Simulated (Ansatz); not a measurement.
# Run report: MgF₂, geometry relaxation (part 1 of 2)

MgF₂ (P4₂/mnm, 6 atoms in the cell), computed with DFT, PBEsol, plane waves, PAW, no spin polarisation (Ansatz 0.2.0).

The structure derives from a Materials Project entry. Figures and captions count atoms from 1; the log counts them from 0 in places.

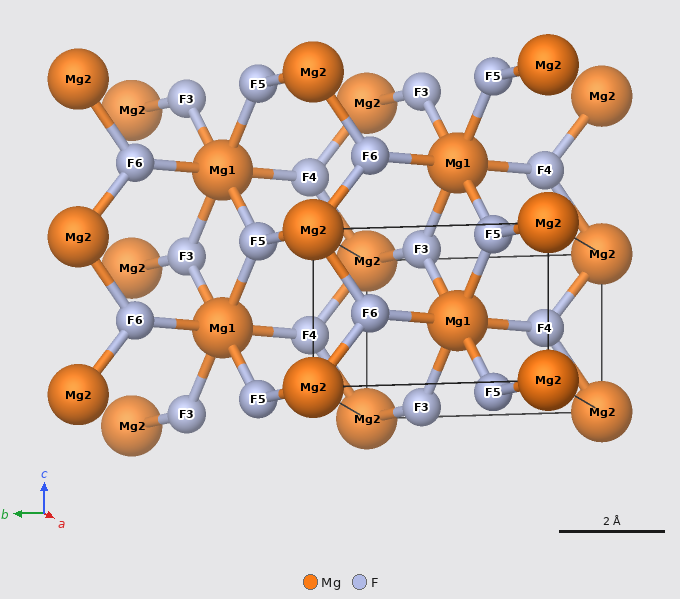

Fig. 1: The input geometry (ball-and-stick view of the cell of the calculation, repeated 1 × 2 × 2, seen at an oblique angle; atoms are numbered from 1 in the order of the input). An atom can appear more than once, as a periodic image. Near neighbours in the periodic cell (some may lie outside the picture): Mg has 6 F at 1.98 to 1.99 Å; F has 3 Mg at 1.98 to 1.99 Å.

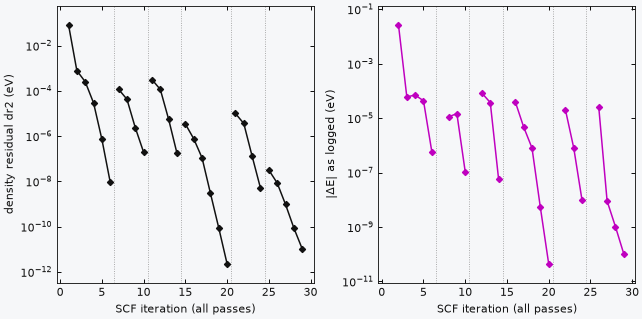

Fig. 2: Convergence of the self-consistent field: density residual dr2 and size of the energy change against the SCF iteration. The dotted lines part the SCF passes of the relaxation: geometry steps, rejected trials and re-solves on a re-selected basis. The 6 passes take 4 to 6 iterations each, 29 in all.

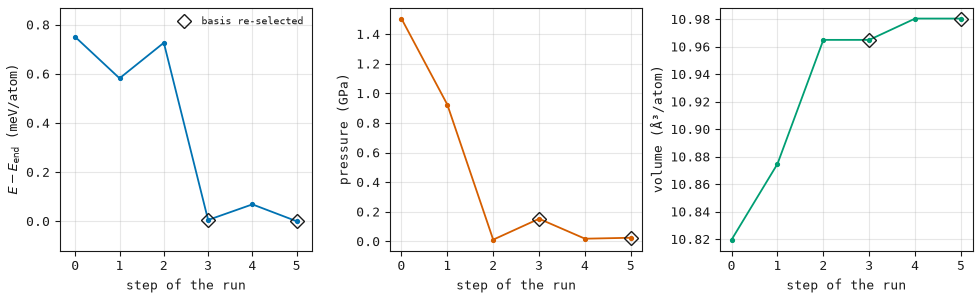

Fig. 3: Progress of the relaxation, step by step (the first geometry is step 0 here and step 1 in the log). After 3 geometry steps the energy has fallen by 0.7 meV per atom. Largest force component: 0.0095 eV/Å at the start, 0.0023 eV/Å at the end. Pressure: 1.51 GPa at the start and 0.02 GPa at the end. The basis was re-selected once at an unchanged geometry, which shifts the energy a little without any move. No atom moves by more than 0.005 Å relative to the cell. The energy change given includes the shifts at the re-selections in mid-walk, which come without any move. A last SCF at the same geometry on a re-selected plane-wave basis shifts the energy by −0.1 meV per atom.

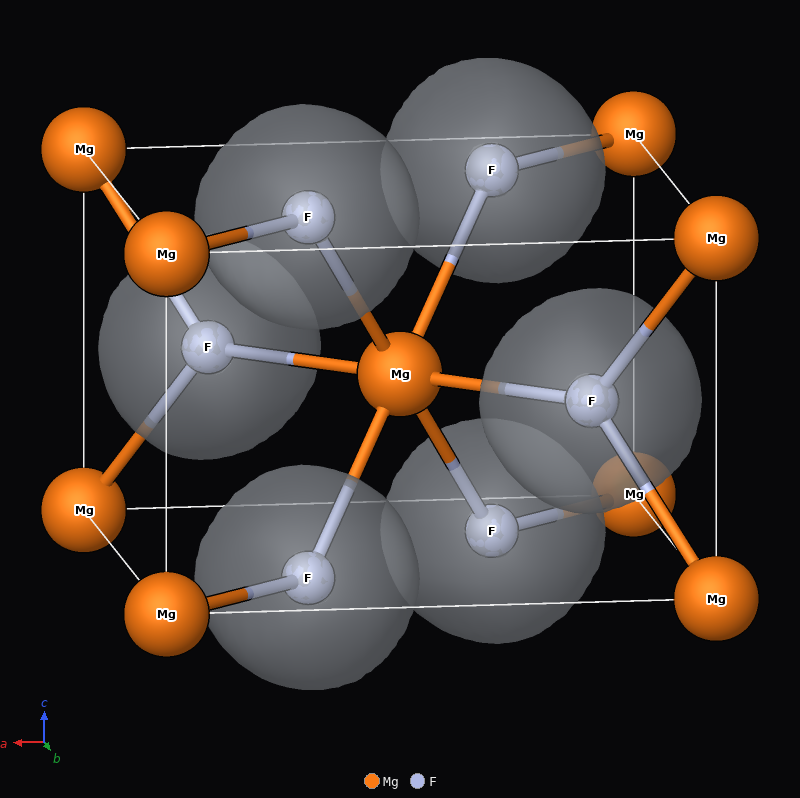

Fig. 4: Isosurface of the ELF at 0.6 (grey), seen at an oblique angle. Only the valence region is drawn (cores and ρ < 0.01 e/Å³ removed). Sticks mark near contacts. The outline is the cell set on symmetry axes. Values along the shortest contacts: Mg–F (1.99 Å): the ELF is about 0.20 at the midpoint, which marks a closed-shell, largely ionic contact. Core electrons are frozen (PAW), so the fields are smoothed inside the atomic spheres.

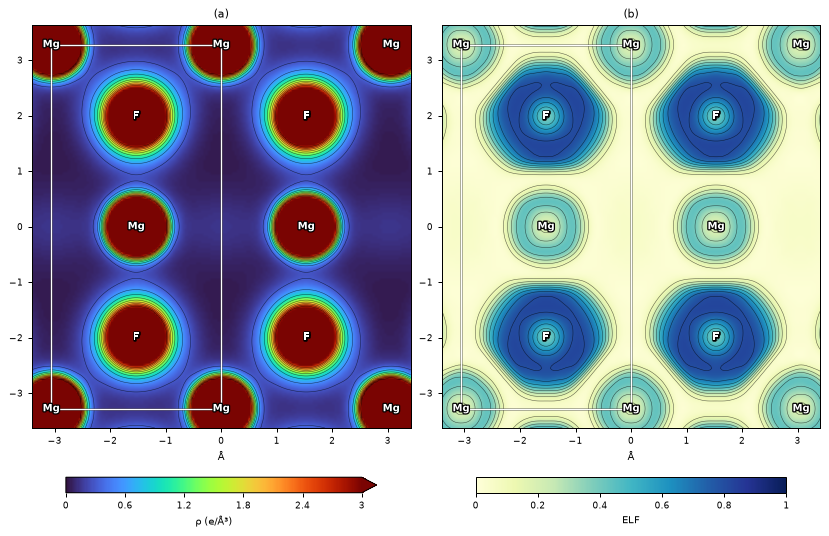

Fig. 5: (a) valence pseudo-density; (b) ELF on the (11̄0) plane of the conventional cell. Mg–F (1.99 Å): ρ is about 0.35 e/Å³ halfway; the ELF is about 0.20 at the midpoint, which marks two separate closed shells. Away from the nuclei the density in this plane falls to 0.04 e/Å³ at its lowest.

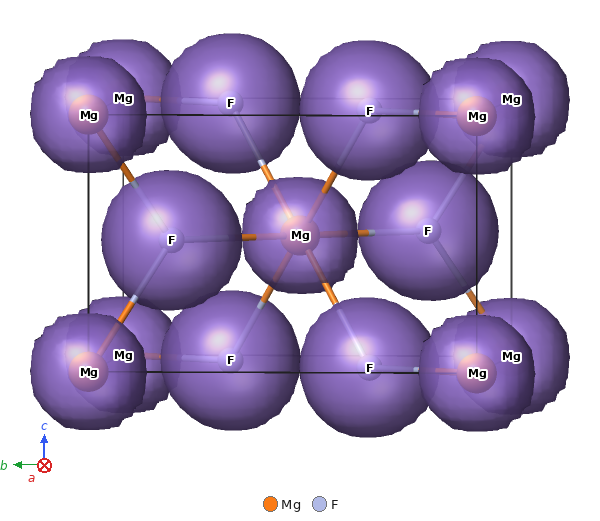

Fig. 6: Isosurface of the valence pseudo-density at 0.6 e/Å³ (purple), seen at an oblique angle. Sticks mark near contacts. The outline is the cell set on symmetry axes. At this value the density breaks into separate islands; it holds about 85 % of the electrons treated as valence (semicore included). It is pinched off along the Mg–F (1.99 Å) contacts. On the grid the lowest density along these lines, outside the cores, is 0.29 e/Å³ (Mg–F, 1.99 Å).

The input and output of the run follow.

**Input**
```yaml
crystal:
  lattice:
    - [4.61519661, 0.0, 0.0]
    - [0.0, 4.61519661, 0.0]
    - [0.0, 0.0, 3.04778351]
  atoms:
    - { symbol: Mg, position: [0.5, 0.5, 0.5] }
    - { symbol: Mg, position: [0.0, 0.0, 0.0] }
    - { symbol: F, position: [0.69707986, 0.69707986, 0.0] }
    - { symbol: F, position: [0.80292014, 0.19707986, 0.5] }
    - { symbol: F, position: [0.30292014, 0.30292014, 0.0] }
    - { symbol: F, position: [0.19707986, 0.80292014, 0.5] }
kpoints:
  mp_grid: { grid: [4, 4, 8] }
hamiltonian:
  xc: pbesol
scf:
  occupations: { method: fermi_dirac, width: 0.03 }
relax:
  f_tol: 0.01
  cell: {}
  max_steps: 120
output:
  write_density: true
  write_potential: true
  elf: true
  volumetric_format: npy
```

Run as:
```bash
ansatz run input.yaml --threads 2 --pin off --max-ram 2211MiB --backend cpu --events-out ev --progress --plain --runs-dir out
```

**The program's output**
```
Engine: ansatz 0.2.0, aarch64-unknown-linux-gnu
Pseudopotentials: kind: paw
Pseudopotential: Mg, paw, valence charge 10, recommended cutoff 420 eV (normal), Mg.paw.azcp
Pseudopotential: F, paw, valence charge 7, recommended cutoff 420 eV (normal), F.paw.azcp
Functional definition: PBEsol
  exchange = pbesol_x
  correlation = pbesol_c
Crystal: 6 atoms, lattice volume = 64.918 Å³
Basis set: ecut = 420 eV, 1259 PW (Γ), exchange–correlation on 64×64×48 points (8 copies of the dense FFT grid, shifted against one another)
Bands: 30, of which v1, the nominal top of the filled ones, is band 24 counted from 1 (23 counted from 0)
Symmetry: 16 space group operations
Space group: P42/mnm (ITA 136), of the structure as read, at distance tolerance 4.0e-5 Å
k-points: 30 of 128
Non-local potential: Mg, projectors of the file, l = 0: 3, l = 1: 2, l = 2: 1
Non-local potential: F, projectors of the file, l = 0: 2, l = 1: 2, l = 2: 1
PAW form: soft (Blöchl's): semilocal exchange-correlation on the pseudo side does not see the compensation charge
PAW frozen core: Mg, regenerated for the run's functional, and the local potential with it (the file was generated under x = pbe(κ = 0.804, μ = 0.2195149727645171), c = pbe(β = 0.06672455060314922))
PAW frozen core: F, regenerated for the run's functional, and the local potential with it (the file was generated under x = pbe(κ = 0.804, μ = 0.2195149727645171), c = pbe(β = 0.06672455060314922))
PAW one-centre angular grid: Mg, 110 points (default); XC on 64 Gauss nodes
PAW one-centre angular grid: F, 110 points (default); XC on 64 Gauss nodes
Initial density: superposition of atomic densities (neutral atoms: chi_scale 0, normalization atom), corrected by the library's trained network
Initial wavefunctions: pseudopotential atomic-orbital guess
Functional: x = pbesol(κ = 0.804, μ = 0.12345679012345678), c = pbesol(β = 0.046)
SCF iter   1: F=—  HF=-7035.914399 eV  |F-HF|=—  |Δ(HF+E_count)|=         —  Δρ=1.47e-2  dr2=8.34e-2  ethr=1.77e-3  ⟨swp⟩=6.1  Hψ=4099  notcnv=0  defer=1
preconditioner: auto → Resta (q_TF=auto, 2.594 Å⁻¹)  ε∞=2.8  [insulator: Δε(μ)=6.831 eV  Ē_g=19.474 eV  σ=0.030 eV  W_gap=1.00  n_scr=18 (ndim 8)  ℏωp=26.1 eV  f_vac=0.090  D(μ)=0.00/eV (n_scr^D=0)  ε∞_Penn≈2.8]
SCF iter   2: F=—  HF=-7035.887431 eV  |F-HF|=—  |Δ(HF+E_count)|=   2.70e-2  Δρ=1.98e-3  dr2=7.76e-4  ethr=1.74e-4  ⟨swp⟩=2.1  Hψ=1656  notcnv=0  defer=52
SCF iter   3: F=—  HF=-7035.887370 eV  |F-HF|=—  |Δ(HF+E_count)|=   6.10e-5  Δρ=8.17e-4  dr2=2.52e-4  ethr=1.62e-6  ⟨swp⟩=2.1  Hψ=1497  notcnv=0  defer=52
SCF iter   4: F=—  HF=-7035.887440 eV  |F-HF|=—  |Δ(HF+E_count)|=   6.99e-5  Δρ=2.76e-4  dr2=2.92e-5  ethr=5.25e-7  ⟨swp⟩=1.0  Hψ=848  notcnv=0  defer=52
SCF iter   5: F=—  HF=-7035.887483 eV  |F-HF|=—  |Δ(HF+E_count)|=   4.36e-5  Δρ=3.98e-5  dr2=7.16e-7  ethr=6.08e-8  ⟨swp⟩=2.4  Hψ=1379  notcnv=0  defer=52
SCF iter   6: F=-7035.887484 eV  HF=-7035.887484 eV  |F-HF|=4.15e-9  |Δ(HF+E_count)|=   5.81e-7  Δρ=3.66e-6  dr2=9.04e-9  ethr=2.08e-10  ⟨swp⟩=8.5  Hψ=5627  notcnv=0
SCF 1 converged in 6 iterations: F = -7035.887484 eV  dr2 = 9.04e-9
  greatest PAW one-centre occupation: 1.000 electrons in one spin orbital (limit 2), on the Mg atom at site 1 (counted from 0), in its partial waves of l = 0
relax step   1: F+E_penalty+E_count = -7035.88748383 eV  Δ(F+E_penalty+E_count) = +0.000e0 eV  max|allowed force component| = 9.494e-3 eV/Å  Δτ_max = 0.0000 Å  P = +1.505 GPa  Ω = 64.918 Å³  (6 SCF iters, dr2 threshold 1.00e-7 eV, accepted)
Crystal: 6 atoms, lattice volume = 65.249 Å³
Initial density: handed on by an earlier stage of this run
Initial wavefunctions: those handed on with the density
iter 1 solved again at ethr=2.70e-7 eV; its pass at ethr=3.10e-3 eV (dr2=1.29e-4 eV) is discarded
SCF iter   1: F=—  HF=-7035.888519 eV  |F-HF|=—  |Δ(HF+E_count)|=         —  Δρ=4.08e-4  dr2=1.17e-4  ethr=2.70e-7  ⟨swp⟩=2.0  Hψ=4155  notcnv=0
preconditioner: auto → Resta (q_TF=auto, 2.592 Å⁻¹)  ε∞=2.8  [insulator: Δε(μ)=6.960 eV  Ē_g=19.547 eV  σ=0.030 eV  W_gap=1.00  n_scr=18 (ndim 8)  ℏωp=26.0 eV  f_vac=0.090  D(μ)=0.00/eV (n_scr^D=0)  ε∞_Penn≈2.8]
SCF iter   2: F=—  HF=-7035.888508 eV  |F-HF|=—  |Δ(HF+E_count)|=   1.12e-5  Δρ=2.28e-4  dr2=4.24e-5  ethr=2.43e-7  ⟨swp⟩=2.1  Hψ=1242  notcnv=0
SCF iter   3: F=—  HF=-7035.888493 eV  |F-HF|=—  |Δ(HF+E_count)|=   1.46e-5  Δρ=4.93e-5  dr2=2.35e-6  ethr=8.83e-8  ⟨swp⟩=2.6  Hψ=1591  notcnv=0
SCF iter   4: F=-7035.888493 eV  HF=-7035.888493 eV  |F-HF|=3.60e-8  |Δ(HF+E_count)|=   1.07e-7  Δρ=2.63e-5  dr2=1.92e-7  ethr=1.25e-9  ⟨swp⟩=8.8  Hψ=5946  notcnv=0
SCF 2 converged in 4 iterations: F = -7035.888493 eV  dr2 = 1.92e-7
relax step   2: F+E_penalty+E_count = -7035.88849280 eV  Δ(F+E_penalty+E_count) = -1.009e-3 eV  max|allowed force component| = 8.625e-3 eV/Å  Δτ_max = 0.0008 Å  P = +0.924 GPa  Ω = 65.249 Å³  energy of the carried Pulay correction = -1.539e-3 eV  (4 SCF iters, dr2 threshold 6.00e-7 eV, accepted)
Crystal: 6 atoms, lattice volume = 65.790 Å³
iter 1 solved again at ethr=6.98e-7 eV; its pass at ethr=3.10e-3 eV (dr2=3.35e-4 eV) is discarded
SCF iter   1: F=—  HF=-7035.887745 eV  |F-HF|=—  |Δ(HF+E_count)|=         —  Δρ=6.66e-4  dr2=3.13e-4  ethr=6.98e-7  ⟨swp⟩=2.0  Hψ=4212  notcnv=0
preconditioner: auto → Resta (q_TF=auto, 2.589 Å⁻¹)  ε∞=2.8  [insulator: Δε(μ)=6.910 eV  Ē_g=19.468 eV  σ=0.030 eV  W_gap=1.00  n_scr=18 (ndim 8)  ℏωp=25.9 eV  f_vac=0.093  D(μ)=0.00/eV (n_scr^D=0)  ε∞_Penn≈2.8]
SCF iter   2: F=—  HF=-7035.887662 eV  |F-HF|=—  |Δ(HF+E_count)|=   8.29e-5  Δρ=3.80e-4  dr2=1.15e-4  ethr=6.52e-7  ⟨swp⟩=2.0  Hψ=1231  notcnv=0
SCF iter   3: F=—  HF=-7035.887625 eV  |F-HF|=—  |Δ(HF+E_count)|=   3.74e-5  Δρ=6.87e-5  dr2=5.45e-6  ethr=2.39e-7  ⟨swp⟩=2.6  Hψ=1587  notcnv=0
SCF iter   4: F=-7035.887625 eV  HF=-7035.887625 eV  |F-HF|=1.88e-7  |Δ(HF+E_count)|=   5.71e-8  Δρ=2.31e-5  dr2=1.71e-7  ethr=1.25e-9  ⟨swp⟩=6.9  Hψ=6066  notcnv=0
SCF 3 converged in 4 iterations: F = -7035.887625 eV  dr2 = 1.71e-7
relax step   3: F+E_penalty+E_count = -7035.88762526 eV  Δ(F+E_penalty+E_count) = +8.675e-4 eV  max|allowed force component| = 3.099e-3 eV/Å  Δτ_max = 0.0018 Å  P = +0.011 GPa  Ω = 65.790 Å³  energy of the carried Pulay correction = -4.041e-3 eV  (4 SCF iters, dr2 threshold 6.00e-7 eV, accepted)
Initial wavefunctions: pseudopotential atomic-orbital guess (no wavefunctions were taken with the density)
iter 1 solved again at ethr=4.48e-8 eV; its pass at ethr=3.10e-3 eV (dr2=2.15e-5 eV) is discarded
SCF iter   1: F=—  HF=-7035.891907 eV  |F-HF|=—  |Δ(HF+E_count)|=         —  Δρ=1.89e-4  dr2=3.43e-6  ethr=4.48e-8  ⟨swp⟩=3.4  Hψ=6541  notcnv=0
preconditioner: auto → Resta (q_TF=auto, 2.589 Å⁻¹)  ε∞=2.8  [insulator: Δε(μ)=6.901 eV  Ē_g=19.463 eV  σ=0.030 eV  W_gap=1.00  n_scr=18 (ndim 8)  ℏωp=25.9 eV  f_vac=0.090  D(μ)=0.00/eV (n_scr^D=0)  ε∞_Penn≈2.8]
SCF iter   2: F=—  HF=-7035.891947 eV  |F-HF|=—  |Δ(HF+E_count)|=   3.98e-5  Δρ=7.91e-5  dr2=7.63e-7  ethr=7.15e-9  ⟨swp⟩=2.0  Hψ=1380  notcnv=0
SCF iter   3: F=—  HF=-7035.891952 eV  |F-HF|=—  |Δ(HF+E_count)|=   4.74e-6  Δρ=3.25e-5  dr2=1.09e-7  ethr=1.59e-9  ⟨swp⟩=2.1  Hψ=1238  notcnv=0
SCF iter   4: F=—  HF=-7035.891953 eV  |F-HF|=—  |Δ(HF+E_count)|=   8.02e-7  Δρ=1.77e-6  dr2=3.02e-9  ethr=2.27e-10  ⟨swp⟩=2.0  Hψ=1270  notcnv=0
SCF iter   5: F=—  HF=-7035.891953 eV  |F-HF|=—  |Δ(HF+E_count)|=   5.34e-9  Δρ=3.46e-7  dr2=8.75e-11  ethr=6.28e-12  ⟨swp⟩=2.0  Hψ=1365  notcnv=0
SCF iter   6: F=-7035.891953 eV  HF=-7035.891953 eV  |F-HF|=5.46e-12  |Δ(HF+E_count)|=  4.46e-11  Δρ=9.27e-8  dr2=2.26e-12  ethr=1.00e-12  ⟨swp⟩=6.0  Hψ=4005  notcnv=0
SCF 4 converged in 6 iterations: F = -7035.891953 eV  dr2 = 2.26e-12
```
